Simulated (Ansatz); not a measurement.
**Run report: TiAl, single-point calculation**

TiAl (P4/mmm, 2 atoms in the cell), computed with DFT r2SCAN, scalar-relativistic, plane waves, PAW, no spin polarisation (Ansatz 0.2.0).

The structure derives from a Materials Project entry. It belongs to a series of runs on one base structure; here: strain along c alone, the other axes held, atoms relaxed: -1.5 %. Figures and captions count atoms from 1; the log counts them from 0 in places.

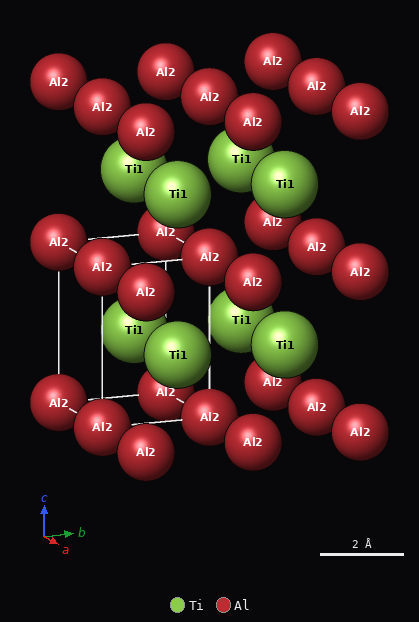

Fig. 1: The structure as given in the input (spheres-only view of the cell of the calculation, repeated 2 × 2 × 2, seen slightly off an axis; atoms are numbered from 1 in the order of the input). An atom can appear more than once, as a periodic image.

## Results in brief

- outcome: converged
- space group (tolerance 0.01 Å): P4/mmm (123)
- electrons treated: 15
- free energy: −3045.6849 eV
- Fermi energy: 11.327 eV
- gap on the k-point mesh: none (metallic)
- pressure: 1.94 GPa
- largest force (length of the vector): under 0.001 eV/Å
- hardware: 1 thread of Arm Neoverse V1, 24 GiB of memory available, shared host
- wall time: 31 s
- peak memory: 0.53 GiB

## Input
```yaml
crystal:
  lattice:
    - [2.8098424331, 0.0, 0.0]
    - [0.0, 2.8098424331, 0.0]
    - [0.0, 0.0, 4.0047807874]
  atoms:
    - { symbol: Ti, position: [0.5, 0.5, 0.5] }
    - { symbol: Al, position: [0.0, 0.0, 0.0] }
basis:
  ecutwfc: 500
kpoints:
  mp_grid: { grid: [18, 18, 14] }
hamiltonian:
  xc: r2scan
scf:
  occupations: { method: gaussian, width: 0.1 }
output:
  forces: true
  stress: true
  eigenvalues: true
  write_density: true
  write_potential: true
  elf: true
  volumetric_format: npy
```

Launch command:
```bash
ansatz run input.yaml --threads 1 --pin off --max-ram 2560MiB --backend cpu --events-out ev --progress --plain --runs-dir out
```

## What the program printed
```
Engine: ansatz 0.2.0, aarch64-unknown-linux-gnu
Pseudopotentials: kind: paw
Pseudopotential: Ti, paw, valence charge 12, recommended cutoff 500 eV (meta_gga), Ti.paw.azcp
Pseudopotential: Al, paw, valence charge 3, recommended cutoff 500 eV (meta_gga), Al.paw.azcp
Functional definition: r2SCAN
  parameter k0 = 0.174
  parameter k1 = 0.065
  parameter a1 = 4.9479
  exchange = r2scan_x(k0 = k0, k1 = k1, a1 = a1)
  correlation = r2scan_c
Crystal: 2 atoms, lattice volume = 31.619 Å³
Basis set: ecut = 500 eV, 807 PW (Γ), exchange–correlation on 96×96×120 points (64 copies of the dense FFT grid, shifted against one another)
Bands: 12, of which v1, the nominal top of the filled ones, is band 8 counted from 1 (7 counted from 0)
Symmetry: 16 space group operations
Space group: P4/mmm (ITA 123), of the structure as read, at distance tolerance 3.2e-5 Å
k-points: 440 of 4536
Non-local potential: Ti, projectors of the file, l = 0: 3, l = 1: 2, l = 2: 3, l = 3: 1
Non-local potential: Al, projectors of the file, l = 0: 2, l = 1: 2, l = 2: 1
PAW form: soft (Blöchl's): semilocal exchange-correlation on the pseudo side does not see the compensation charge
PAW frozen core: Ti, regenerated for the run's functional (the file was generated under x = pbe(κ = 0.804, μ = 0.2195149727645171), c = pbe(β = 0.06672455060314922))
PAW frozen core: Al, regenerated for the run's functional (the file was generated under x = pbe(κ = 0.804, μ = 0.2195149727645171), c = pbe(β = 0.06672455060314922))
PAW one-centre angular grid: Ti, 590 points (default); XC on 160 Gauss nodes
PAW one-centre angular grid: Al, 302 points (default); XC on 160 Gauss nodes
Initial density: superposition of atomic densities (neutral atoms: chi_scale 0, normalization atom), corrected by the library's trained network
Initial wavefunctions: pseudopotential atomic-orbital guess
Functional: x = r2scan, c = r2scan; τ floored in thin density (d = 2e-4 eV/Å³)
SCF iter   1: F=—  HF=-3045.652200 eV  |F-HF|=—  |Δ(HF+E_count)|=         —  Δρ=1.14e-2  dr2=3.36e-2  dr2_τ=1.96e-2  ethr=1.77e-3  ⟨swp⟩=4.9  Hψ=26900  notcnv=0
preconditioner: auto → none  [metal: Δε(μ)=0.001 eV  Ē_g=5.873 eV  σ=0.100 eV  W_gap=0.01  n_scr=6 (ndim 8)  ℏωp=17.5 eV  f_vac=0.000  D(μ)=1.59/eV (n_scr^D=14)  sad-step TF]
SCF iter   2: F=—  HF=-3045.684343 eV  |F-HF|=—  |Δ(HF+E_count)|=   3.21e-2  Δρ=4.11e-3  dr2=3.88e-3  dr2_τ=5.34e-4  ethr=2.24e-4  ⟨swp⟩=2.3  Hψ=13167  notcnv=0  defer=99
SCF iter   3: F=—  HF=-3045.684594 eV  |F-HF|=—  |Δ(HF+E_count)|=   2.51e-4  Δρ=1.89e-3  dr2=9.17e-4  dr2_τ=4.31e-5  ethr=2.59e-5  ⟨swp⟩=2.1  Hψ=6666  notcnv=0  defer=99
SCF iter   4: F=—  HF=-3045.684836 eV  |F-HF|=—  |Δ(HF+E_count)|=   2.42e-4  Δρ=8.60e-4  dr2=2.05e-4  dr2_τ=1.95e-5  ethr=6.11e-6  ⟨swp⟩=2.7  Hψ=7773  notcnv=0  defer=99
SCF iter   5: F=—  HF=-3045.684859 eV  |F-HF|=—  |Δ(HF+E_count)|=   2.30e-5  Δρ=2.20e-4  dr2=7.45e-6  dr2_τ=5.91e-7  ethr=1.37e-6  ⟨swp⟩=2.2  Hψ=6260  notcnv=0  defer=99
SCF iter   6: F=—  HF=-3045.684863 eV  |F-HF|=—  |Δ(HF+E_count)|=   4.84e-6  Δρ=2.14e-5  dr2=5.09e-8  dr2_τ=3.79e-9  ethr=6.67e-10  ⟨swp⟩=6.5  Hψ=29475  notcnv=0
SCF iter   7: F=-3045.684863 eV  HF=-3045.684863 eV  |F-HF|=1.10e-10  |Δ(HF+E_count)|=   5.01e-8  Δρ=2.25e-6  dr2=1.17e-9  dr2_τ=5.68e-11  ethr=3.40e-10  ⟨swp⟩=4.8  Hψ=26369  notcnv=0
SCF 1 converged in 7 iterations: F = -3045.684863 eV  dr2 = 1.17e-9
  greatest PAW one-centre occupation: 1.001 electrons in one spin orbital (limit 2), on the Ti atom at site 0 (counted from 0), in its partial waves of l = 1
```

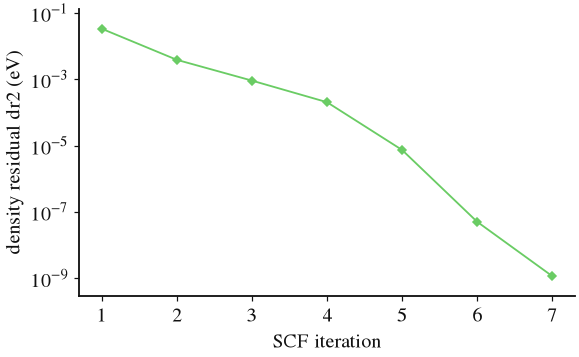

Fig. 2: Convergence of the self-consistent field: density residual dr2 against the SCF iteration. The residual falls at every step.

```
SCF converged after 7 iterations
Free energy (F): -3045.684863 eV
Harris-Foulkes:  -3045.684863 eV  (|F-HF|=1.10e-10)
Internal energy: -3045.677017 eV  (E = F + TS)
E sigma→0 (E₀):  -3045.680940 eV
Entropy (-TS):   -0.007847 eV (-3.923 meV/atom)
Fermi energy:    11.326783 eV
--- Per-component energies (eV) ---
  E_band       = -173.493240
  E_kinetic    = 297.843111
  E_local      = -1057.849930  (includes V_loc(G=0)·N_el)
  E_nonlocal   = 17.959158
  E_hartree    = 453.952673
  E_xc         = -130.567077
  E_vxc        = -165.172229  (∫ρ·V_xc dr)
  E_paw        = -1530.630900  (= ΣΔE_a)
  E_vpaw       = -184.532360  (= ΣTr[D̂ρ^β])
  E_aug_tail   = 0.000088  (compensation charges beyond the density's cutoff)
  E_vtau       = 10.354090  (kinetic-family band-sum trace: ∫τ·v_τ [+ j·A + Jᵃ·Aᵃ] dr)
  E_ewald      = -1096.070575
  E_core_change = -0.313565  (= ΣΔE_core)
  E_smearing   = -0.007847  (= −TS)
  E_closure    = 0.000000  (closes the sum)
  Σ components = -3045.684863   (vs F -3045.684863, Δ=0.00e0)
--- Forces (eV/Å), atoms counted from 1 ---
  atom   1  Ti     0.00000000    -0.00000000    -0.00000000
  atom   2  Al    -0.00000000     0.00000000     0.00000000
  max |Σ_I F_I| component: 6.28e-29 eV/Å
--- Stress (GPa, compression-positive) ---
        1.454822       0.000000       0.000000
        0.000000       1.454822       0.000000
        0.000000       0.000000       2.906007
  P = ⅓ Tr σ = 1.9386 GPa (19.386 kbar)
--- Band table (eV; the first three rows and the last of 440) ---
  k-point 0: bands = ["-47.6093", "-22.9694", "-22.4835", "-22.4835", "1.6111", "9.3353", "10.3294", "10.9804", "13.7213", "13.7213", "15.0692", "18.2051"]
  k-point 1: bands = ["-47.6093", "-22.9705", "-22.4835", "-22.4835", "1.6627", "9.0812", "10.3389", "11.1264", "13.6987", "13.6987", "15.0700", "18.3608"]
  k-point 2: bands = ["-47.6092", "-22.9737", "-22.4834", "-22.4834", "1.8152", "8.4992", "10.3658", "11.4072", "13.6368", "13.6368", "15.0723", "18.7941"]
  k-point 439: bands = ["-47.4810", "-22.9330", "-22.9330", "-22.8591", "8.6526", "8.8314", "8.8314", "13.5471", "13.7818", "14.0040", "15.6517", "15.6517"]
```

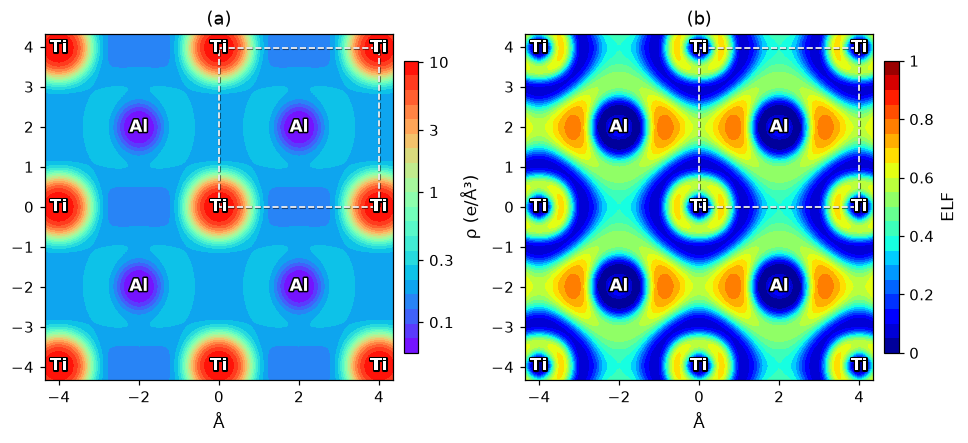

Fig. 3: (a) valence pseudo-density; (b) electron localisation function on the (110) plane of the conventional cell. Atoms in the plane: Ti and Al. Ti–Al (2.82 Å): the density is about 0.21 e/Å³ at the midpoint; the ELF is about 0.35 at the midpoint, which marks nearly free electrons, as in a simple metal. Away from the nuclei the density in this plane falls to 0.14 e/Å³ at its lowest. The strong features right at Ti lie inside the PAW spheres (semicore, d or f shells) and say nothing about bonding. Core electrons are frozen (PAW), so the fields are smoothed inside the atomic spheres.

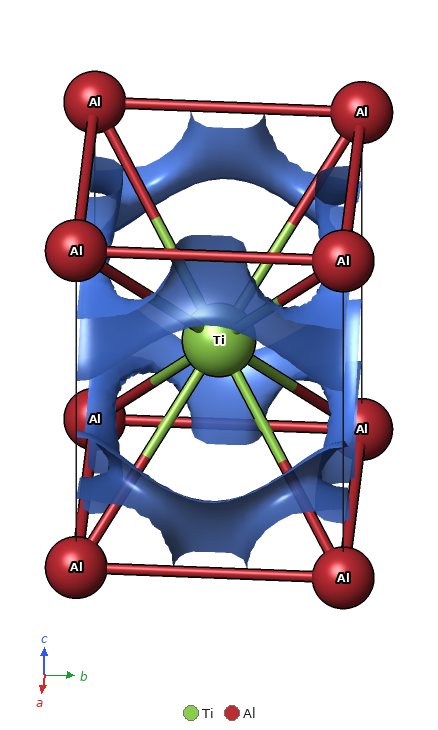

Fig. 4: Isosurface of the electron localisation function at 0.65 (blue), seen at an oblique angle. Only the valence region is drawn (cores and ρ < 0.01 e/Å³ removed). Sticks mark near contacts. The outline is the cell set on symmetry axes. The ELF exceeds this value in sheets that run through the cell in two directions, counted in one cell of 2 atoms.  Values along the shortest contacts: Ti–Ti (2.81 Å): the ELF is about 0.30 at the midpoint; no localised pair between them. Al–Al (2.81 Å): the ELF peaks at about 0.70 between the atoms.

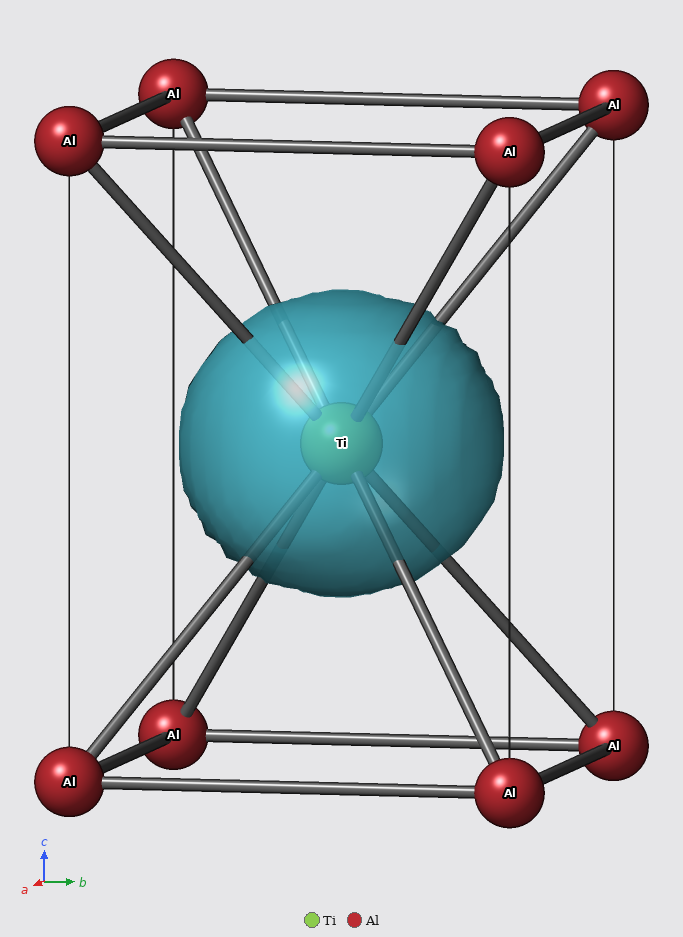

Fig. 5: Isosurface of the valence charge density (pseudo) at 0.4 e/Å³ (cyan), seen slightly off an axis. Sticks mark near contacts. The outline is the cell set on symmetry axes. At this value the density breaks into separate islands; it holds about 60 % of the electrons treated as valence (semicore included). It is pinched off along the Ti–Ti (2.81 Å), Al–Al (2.81 Å) and Ti–Al (2.82 Å) contacts. On the grid the lowest density along these lines, outside the cores, is 0.24 e/Å³ (Ti–Ti, 2.81 Å), 0.23 e/Å³ (Al–Al, 2.81 Å) and 0.21 e/Å³ (Ti–Al, 2.82 Å).
